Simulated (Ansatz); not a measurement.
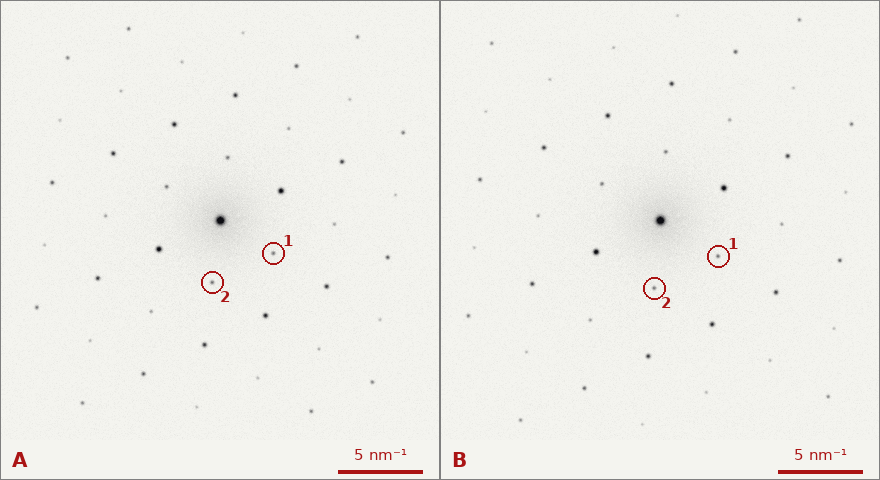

Kinematic electron diffraction patterns (300 kV, B = 0.5 Å², same scale) along [100] of the run's own cell, for the start and the end of one relaxation of CoSn with DFT PBE, scalar-relativistic, plane waves, PAW in Ansatz 0.2.0. k mesh 18×18×18. The start is a generated model structure, and the relaxation ends in the nearest stationary point of its symmetry, not necessarily the ground state. Spot 1 is 0 0 -1 and spot 2 is 0 1 0 in both.

Start structure:

```
CELL_PARAMETERS angstrom
2.02217 2.02217 4.04433
2.02217 4.04433 2.02217
4.04433 2.02217 2.02217
ATOMIC_POSITIONS crystal
Co 0.00000 0.00000 0.00000
Sn 0.50000 0.50000 0.50000
```

Which pattern belongs to the start structure, and which to the relaxed one?

Answer. B is the start: its cell gives d(1) = 2.439 Å, d(2) = 2.439 Å and an angle of 63.0°. A is the relaxed structure, with d(1) = 2.653 Å (+8.8 %), d(2) = 2.653 Å (+8.8 %) and 65.1°.

What did the relaxation do to the structure and the energy?

Answer. The volume changed by -0.1 % to 16.52 Å³ an atom; the fractional coordinates hardly changed; the space group stayed R-3m (No. 166); the free energy fell by 340 meV an atom. Relaxed cell: a = 4.259 Å, b = 4.259 Å, c = 4.259 Å, α = 43.37°, β = 43.37°, γ = 43.37°.
